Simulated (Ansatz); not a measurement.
Geometry relaxation, with input and output: AlCu₃ (part 2 of 2)

The same run, continued: AlCu₃ (8 atoms in the cell); DFT PBEsol, scalar-relativistic, plane waves, PAW, no spin polarisation (Ansatz 0.2.0); cutoff 420 eV, 8×8×8 k-mesh, Gaussian smearing of 0.1 eV. The structure derives from a Materials Project entry.

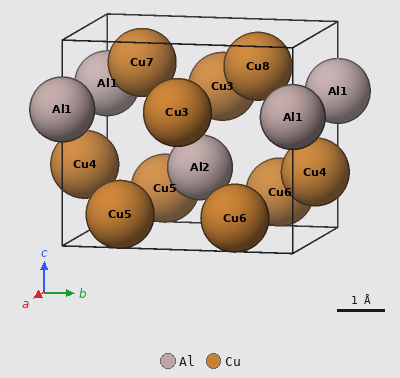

The geometry at step 3 of the log (spheres-only view of the cell of the calculation, seen slightly off an axis; atoms are numbered from 1 in the order of the input).

## Output, continued
```
--- Per-component energies (eV) ---
  E_band       = -2302.275293
  E_kinetic    = 1853.095802
  E_local      = -27791.181492  (includes V_loc(G=0)·N_el)
  E_nonlocal   = 2358.659528
  E_hartree    = 12361.179448
  E_xc         = -618.625381
  E_vxc        = -758.159037  (∫ρ·V_xc dr)
  E_paw        = -10658.276244  (= ΣΔE_a)
  E_vpaw       = -2687.049424  (= ΣTr[D̂ρ^β])
  E_aug_tail   = 0.001450  (compensation charges beyond the density's cutoff)
  E_ewald      = -18089.489147
  E_core_change = 1.275491  (= ΣΔE_core)
  E_smearing   = -0.012070  (= −TS)
  E_closure    = 0.000000  (closes the sum)
  Σ components = -40583.372613   (vs F -40583.372613, Δ=0.00e0)
--- Forces (eV/Å), atoms counted from 1 ---
  atom   1  Al    -0.00000000     0.00000000     0.00270756
  atom   2  Al     0.00000000    -0.00000000    -0.00270756
  atom   3  Cu     0.00000000     0.00000000     0.00024034
  atom   4  Cu    -0.00000000    -0.00000000    -0.00024034
  atom   5  Cu     0.00000000     0.00023057    -0.00126928
  atom   6  Cu    -0.00000000    -0.00023057    -0.00126928
  atom   7  Cu    -0.00000000    -0.00023057     0.00126928
  atom   8  Cu     0.00000000     0.00023057     0.00126928
  max |Σ_I F_I| component: 5.20e-18 eV/Å
--- Stress (GPa, compression-positive) ---
       -0.011178      -0.000000       0.000000
       -0.000000       0.022139      -0.000000
        0.000000      -0.000000       0.009332
  P = ⅓ Tr σ = 0.0068 GPa (0.068 kbar)
--- Band table (eV; the first three rows and the last of 125) ---
  k-point 0: bands = ["-97.4186", "-97.4154", "-97.4038", "-97.4024", "-97.4022", "-97.3977", "-54.9749", "-54.9735", "-54.9714", "-54.9615", "-54.9491", "-54.9489", "-54.9436", "-54.9397", "-54.9296", "-54.9257", "-54.9207", "-54.9149", "-54.9068", "-54.8994", "-54.8807", "-54.8739", "-54.8705", "-54.8695", "4.6855", "9.0473", "9.4959", "10.2028", "10.4544", "10.6134", "10.7341", "10.7698", "10.9213", "10.9396", "11.0144", "11.2271", "11.3803", "11.5250", "11.7020", "11.7658", "11.8236", "12.0006", "12.0280", "12.0817", "12.1619", "12.3735", "12.4880", "12.5439", "12.7027", "12.7412", "12.7822", "12.8822", "12.8992", "12.9152", "12.9869", "13.1544", "13.2515", "13.7893", "14.2155", "15.1096", "17.1229", "18.7019", "19.0753", "19.4238", "19.5569", "19.9011", "20.0196", "20.9011", "21.2231", "21.5902", "21.8843", "23.0530"]
  k-point 1: bands = ["-97.4184", "-97.4154", "-97.4042", "-97.4024", "-97.4020", "-97.3977", "-54.9767", "-54.9733", "-54.9710", "-54.9606", "-54.9495", "-54.9486", "-54.9436", "-54.9393", "-54.9289", "-54.9245", "-54.9207", "-54.9154", "-54.9068", "-54.8990", "-54.8815", "-54.8749", "-54.8705", "-54.8695", "4.8054", "8.9714", "9.5705", "9.8858", "10.4177", "10.6225", "10.7510", "10.8963", "10.9063", "10.9303", "11.0446", "11.2003", "11.3674", "11.5079", "11.7286", "11.7410", "11.8492", "12.0071", "12.0284", "12.0457", "12.2272", "12.2825", "12.3708", "12.4823", "12.5402", "12.6894", "12.7191", "12.9122", "12.9665", "12.9846", "13.1698", "13.2458", "13.3691", "13.4822", "14.1981", "16.0430", "17.1601", "17.6212", "17.8905", "19.7621", "20.0198", "20.3335", "20.4190", "20.6382", "21.1731", "21.5574", "21.9112", "23.9069"]
  k-point 2: bands = ["-97.4178", "-97.4155", "-97.4049", "-97.4024", "-97.4018", "-97.3977", "-54.9794", "-54.9743", "-54.9699", "-54.9583", "-54.9504", "-54.9484", "-54.9435", "-54.9380", "-54.9268", "-54.9220", "-54.9205", "-54.9164", "-54.9068", "-54.8981", "-54.8839", "-54.8774", "-54.8706", "-54.8694", "5.1608", "8.4441", "9.5971", "9.7799", "10.4057", "10.5274", "10.7146", "10.8821", "10.9019", "11.0315", "11.1437", "11.2653", "11.3111", "11.5264", "11.6818", "11.7808", "11.8190", "11.9522", "11.9700", "12.0016", "12.0840", "12.3363", "12.3878", "12.4605", "12.5342", "12.6434", "12.6541", "12.8157", "12.9420", "13.0411", "13.2070", "13.2222", "13.2379", "14.1579", "14.2753", "16.4932", "16.5402", "17.1200", "17.7784", "18.6847", "20.0729", "20.3669", "20.4599", "20.9517", "21.2099", "22.9826", "23.1095", "24.3082"]
  k-point 124: bands = ["-97.4154", "-97.4154", "-97.4025", "-97.4025", "-97.4022", "-97.4022", "-54.9873", "-54.9873", "-54.9480", "-54.9480", "-54.9450", "-54.9450", "-54.9344", "-54.9344", "-54.9271", "-54.9271", "-54.9179", "-54.9179", "-54.9035", "-54.9035", "-54.8865", "-54.8865", "-54.8777", "-54.8777", "8.7681", "8.7681", "9.3368", "9.3368", "9.6619", "9.6619", "10.1216", "10.1216", "11.1476", "11.1476", "11.2626", "11.2626", "11.4618", "11.4618", "11.6826", "11.6826", "11.7472", "11.7472", "11.9567", "11.9567", "12.1173", "12.1173", "12.3854", "12.3854", "12.3884", "12.3884", "12.9922", "12.9922", "13.0758", "13.0758", "13.0761", "13.0761", "13.1776", "13.1776", "13.4527", "13.4527", "13.5469", "13.5469", "22.1874", "22.1874", "22.6676", "22.6676", "23.1942", "23.1942", "23.3751", "23.3751", "25.1753", "25.1753"]
--- Relaxed structure (4 steps of the walk, 4 accepted, 1 SCFs on fresh bases) ---
  F+E_penalty+E_count = -40583.37261327 eV   max|allowed force component| = 2.708e-3 eV/Å   (the final SCF, on the basis selected at the relaxed cell)
  cell:  # Å, volume = 95.5922 Å³
    - [4.175640832681642, 6.578102544838275e-35, -6.314983001691756e-33]
    - [8.051376539325905e-35, 5.118321152241454, -8.521040170786583e-34]
    - [-8.345765747271444e-33, -7.527780685453705e-34, 4.472720182397974]
  atoms:
    - { symbol: Al, position: [2.5604066235284203e-35, 1.9902801286000703e-21, 0.6642284160012345] }
    - { symbol: Al, position: [0.5, 0.49999999999999994, 0.3357715839987655] }
    - { symbol: Cu, position: [2.6215739623896063e-34, 0.49999999999999994, 0.6680840758534136] }
    - { symbol: Cu, position: [0.5, 1.9902801286000703e-21, 0.33191592414658644] }
    - { symbol: Cu, position: [-6.094054828545671e-35, 0.2510188890448947, 0.1639074278972666] }
    - { symbol: Cu, position: [-3.786232372838111e-35, 0.7489811109551052, 0.1639074278972666] }
    - { symbol: Cu, position: [0.5, 0.24898111095510525, 0.8360925721027335] }
    - { symbol: Cu, position: [0.5, 0.7510188890448947, 0.8360925721027335] }
```

## Trajectory as extended XYZ (Å, eV, eV/Å), 5 frames, from step=1 to step=5
```
8
Lattice="4.1725 0.0000 0.0000 0.0000 5.1070 0.0000 0.0000 0.0000 4.5117" Properties=species:S:1:pos:R:3:forces:R:3 step=1 energy=-40583.36645 pressure_GPa=-0.86
Al    0.0000    0.0000    2.9827    0.0000   0.0000   0.0291
Al    2.0863    2.5535    1.5290    0.0000   0.0000  -0.0291
Cu    0.0000    2.5535    2.9898    0.0000   0.0000   0.0764
Cu    2.0863    0.0000    1.5219    0.0000   0.0000  -0.0764
Cu    0.0000    1.2816    0.7222    0.0000   0.0056   0.0313
Cu    0.0000    3.8255    0.7222    0.0000  -0.0056   0.0313
Cu    2.0863    1.2720    3.7895    0.0000  -0.0056  -0.0313
Cu    2.0863    3.8351    3.7895    0.0000   0.0056  -0.0313
8
Lattice="4.1729 0.0000 0.0000 0.0000 5.1031 0.0000 0.0000 0.0000 4.4994" Properties=species:S:1:pos:R:3:forces:R:3 step=2 energy=-40583.36974 pressure_GPa=-0.35
Al    0.0000    0.0000    2.9769    0.0000   0.0000   0.0234
Al    2.0864    2.5516    1.5224    0.0000   0.0000  -0.0234
Cu    0.0000    2.5516    2.9867    0.0000   0.0000   0.0581
Cu    2.0864    0.0000    1.5126    0.0000   0.0000  -0.0581
Cu    0.0000    1.2808    0.7234    0.0000   0.0029   0.0255
Cu    0.0000    3.8223    0.7234    0.0000  -0.0029   0.0255
Cu    2.0864    1.2708    3.7760    0.0000  -0.0029  -0.0255
Cu    2.0864    3.8324    3.7760    0.0000   0.0029  -0.0255
8
Lattice="4.1765 0.0000 0.0000 0.0000 5.1069 0.0000 0.0000 0.0000 4.4773" Properties=species:S:1:pos:R:3:forces:R:3 step=3 energy=-40583.37257 pressure_GPa=0.15
Al    0.0000    0.0000    2.9690    0.0000   0.0000   0.0121
Al    2.0882    2.5534    1.5084    0.0000   0.0000  -0.0121
Cu    0.0000    2.5534    2.9859    0.0000   0.0000   0.0113
Cu    2.0882    0.0000    1.4915    0.0000   0.0000  -0.0113
Cu    0.0000    1.2822    0.7287    0.0000  -0.0022   0.0100
Cu    0.0000    3.8247    0.7287    0.0000   0.0022   0.0100
Cu    2.0882    1.2712    3.7486    0.0000   0.0022  -0.0100
Cu    2.0882    3.8356    3.7486    0.0000  -0.0022  -0.0100
8
Lattice="4.1756 0.0000 0.0000 0.0000 5.1183 0.0000 0.0000 0.0000 4.4727" Properties=species:S:1:pos:R:3:forces:R:3 step=4 energy=-40583.37291 pressure_GPa=0.00
Al    0.0000    0.0000    2.9709    0.0000   0.0000   0.0027
Al    2.0878    2.5592    1.5018    0.0000   0.0000  -0.0027
Cu    0.0000    2.5592    2.9882    0.0000   0.0000   0.0002
Cu    2.0878    0.0000    1.4846    0.0000   0.0000  -0.0002
Cu    0.0000    1.2848    0.7331    0.0000   0.0002  -0.0013
Cu    0.0000    3.8335    0.7331    0.0000  -0.0002  -0.0013
Cu    2.0878    1.2744    3.7396    0.0000  -0.0002   0.0013
Cu    2.0878    3.8440    3.7396    0.0000   0.0002   0.0013
8
Lattice="4.1756 0.0000 0.0000 0.0000 5.1183 0.0000 0.0000 0.0000 4.4727" Properties=species:S:1:pos:R:3:forces:R:3 step=5 energy=-40583.37261 pressure_GPa=0.01
Al    0.0000    0.0000    2.9709    0.0000   0.0000   0.0027
Al    2.0878    2.5592    1.5018    0.0000   0.0000  -0.0027
Cu    0.0000    2.5592    2.9882    0.0000   0.0000   0.0002
Cu    2.0878    0.0000    1.4846    0.0000   0.0000  -0.0002
Cu    0.0000    1.2848    0.7331    0.0000   0.0002  -0.0013
Cu    0.0000    3.8335    0.7331    0.0000  -0.0002  -0.0013
Cu    2.0878    1.2744    3.7396    0.0000  -0.0002   0.0013
Cu    2.0878    3.8440    3.7396    0.0000   0.0002   0.0013
```

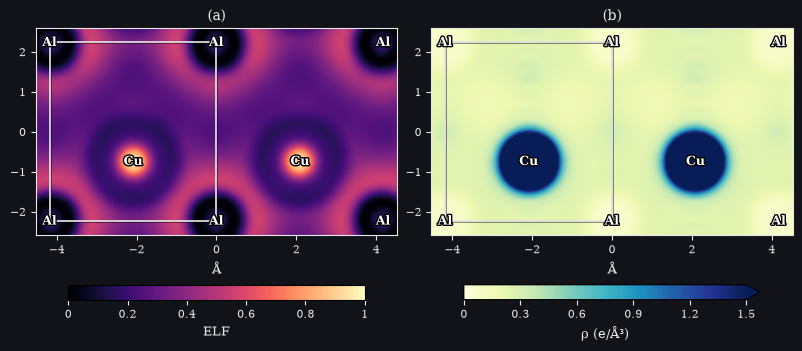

(a) electron localisation function; (b) valence charge density (pseudo) on the (010) plane of the conventional cell. Al–Cu (2.56 Å): the density is about 0.27 e/Å³ at the midpoint; the ELF is about 0.40 at the midpoint (metallic bonding. Away from the nuclei the density in this plane falls to 0.16 e/Å³ at its lowest. The strong features right at Cu lie inside the PAW spheres (semicore, d or f shells) and say nothing about bonding. Core electrons are frozen (PAW), so the fields are smoothed inside the atomic spheres.

This output came from the following input.

## Input file
```yaml
crystal:
  lattice:
    - [4.1725144, 0.0, 0.0]
    - [0.0, 5.10701746, 0.0]
    - [0.0, 0.0, 4.51171531]
  atoms:
    - { symbol: Al, position: [0.0, 0.0, 0.66111] }
    - { symbol: Al, position: [0.5, 0.5, 0.33889] }
    - { symbol: Cu, position: [0.0, 0.5, 0.66267495] }
    - { symbol: Cu, position: [0.5, 0.0, 0.33732505] }
    - { symbol: Cu, position: [0.0, 0.25094031, 0.16006468] }
    - { symbol: Cu, position: [0.0, 0.74905969, 0.16006468] }
    - { symbol: Cu, position: [0.5, 0.24905969, 0.83993532] }
    - { symbol: Cu, position: [0.5, 0.75094031, 0.83993532] }
basis:
  ecutwfc: 420
kpoints:
  mp_grid: { grid: [8, 8, 8] }
hamiltonian:
  xc: pbesol
scf:
  occupations: { method: gaussian, width: 0.1 }
output:
  forces: true
  stress: true
  eigenvalues: true
  write_density: true
  write_potential: true
  elf: true
  volumetric_format: npy
relax:
  adjacent_minimum: "off"
  f_tol: 0.005
  max_steps: 80
  cell: { stress_tol: 0.05 }
```

Command:
```bash
ansatz run input.yaml --threads 2 --pin off --max-ram 5120MiB --backend cpu --events-out ev --progress --plain --runs-dir out
```

## Key numbers

- outcome: converged
- space group (tolerance 0.01 Å): Pmmn (59)
- electrons treated: 120
- free energy: −40583.3726 eV
- Fermi energy: 15.430 eV
- gap on the k-point mesh: none (metallic)
- pressure: 0.01 GPa
- final volume: 95.59 Å³
- largest force (length of the vector) at the end: 0.003 eV/Å
- final cell: a = 4.176 Å, b = 5.118 Å, c = 4.473 Å, α = 90.00°, β = 90.00°, γ = 90.00°
- hardware: 2 threads of Intel Xeon @ 2.90GHz (Ice Lake), 32 GiB of memory available, shared host
- wall time: 3.9 min (CPU time 7.5 min)
- peak memory: 0.91 GiB
